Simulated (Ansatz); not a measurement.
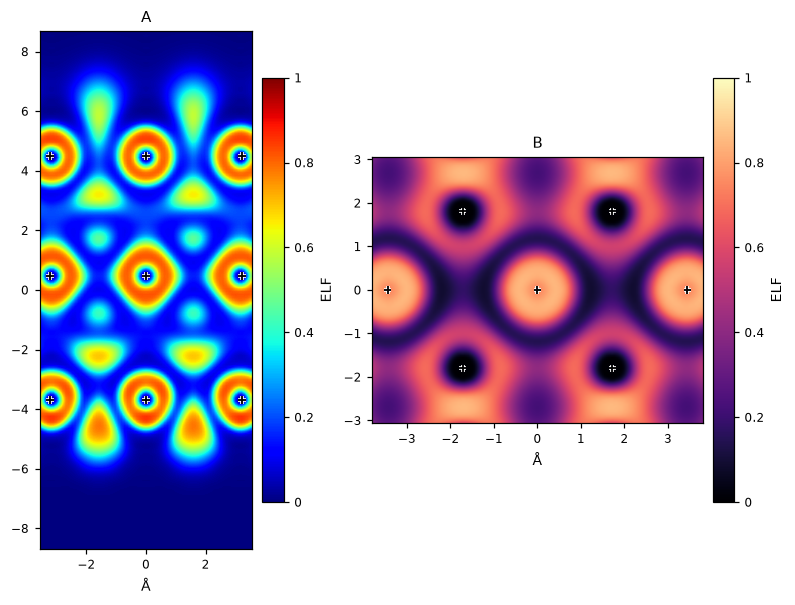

The ELF of 2 systems, each on a plane through atoms (crosses mark nuclei in the plane).

Method: Ansatz, DFT PBEsol, scalar-relativistic, plane waves, PAW.

System 1: HfB2, the (110) plane of the conventional cell. Space group P6/mmm.

```yaml
crystal:
  lattice:
    - [3.12772, 0.00000, 0.00000]
    - [-1.56386, 2.70869, 0.00000]
    - [0.00000, 0.00000, 3.44634]
  atoms:
    - { symbol: Hf, position: [0.00000, 0.00000, 0.00000] }
    - { symbol: B, position: [0.33333, 0.66667, 0.50000] }
    - { symbol: B, position: [0.66667, 0.33333, 0.50000] }
```

System 2: ZrN (slab), the (010) plane of the calculation cell, a cut from vacuum to vacuum. Not relaxed (largest force 1.3 eV/Å).

```
CELL_PARAMETERS angstrom
3.21888 0.00000 0.00000
-1.60944 2.78763 0.00000
0.00000 0.00000 35.17065
ATOMIC_POSITIONS crystal
N 0.24512 0.75488 0.23201
Zr 0.57845 0.42155 0.25419
N 0.91174 0.08826 0.30087
Zr 0.24508 0.75492 0.33514
N 0.57841 0.42159 0.37303
Zr 0.91176 0.08824 0.41058
N 0.24508 0.75492 0.44728
Zr 0.57842 0.42158 0.48695
```

> Match each panel to its system.

Panel A is system 2, ZrN: the plane holds Zr and N. Zr–Zr (3.22 Å): the ELF is about 0.35 at the midpoint. Panel B is system 1, HfB2: the plane holds Hf and B. Hf–B (2.50 Å): the ELF peaks at about 0.60 in the valence shell of B, 0.8 Å from its nucleus, and is about 0.20 at the midpoint.
